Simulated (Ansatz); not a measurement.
The structure in question:

```
Al Ni
1.0
     4.27415    0.00000    0.00000
     0.00000    4.27415    0.00000
     0.00000    0.00000    5.14907
Al Ni
2 6
Direct
  0.00000 0.00000 0.50000
  0.50000 0.50000 0.00000
  0.00000 0.50000 0.25000
  0.00000 0.00000 0.00000
  0.50000 0.00000 0.25000
  0.50000 0.00000 0.75000
  0.50000 0.50000 0.50000
  0.00000 0.50000 0.75000
```

Question: What crystal do these data define?

Answer: The stoichiometry is AlNi$_{3}$. It is body-centred tetragonal, space group I4/mmm (No. 139). Counting shared atoms by their share gives 2 Al, 6 Ni, or 8 atoms. The neighbours of Al are ten Ni at 2.49 to 2.57 Å. Ni takes two kinds of site: 4d with six Ni and four Al (2.49 to 2.57 Å to Ni, 2.49 Å to Al); 2a with eight Ni and two Al (2.49 Å to Ni, 2.57 Å to Al). The bonds build a three-dimensional framework.

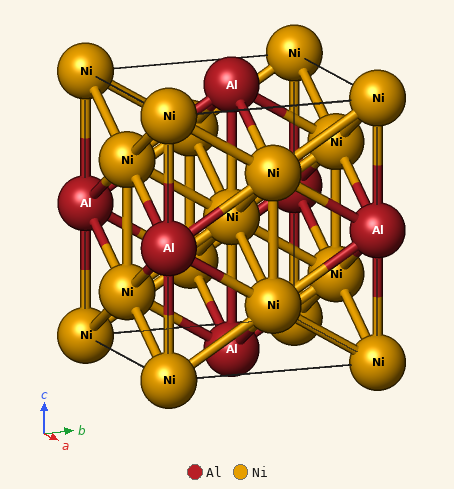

A ball-and-stick picture of a crystal structure, seen slightly off an axis. One conventional unit cell is outlined, and atoms on its boundary appear in each equivalent place. Colours: aluminium red, nickel orange.

The structure comes from a structure listed in the Materials Project. The cell was then strained or its atoms displaced on purpose. An electronic-structure calculation with Ansatz was run on it.

At this level of theory the run's own cell isn't at rest (stretched, at -11 GPa), so its distances can differ from those at equilibrium, the more so the softer the solid.
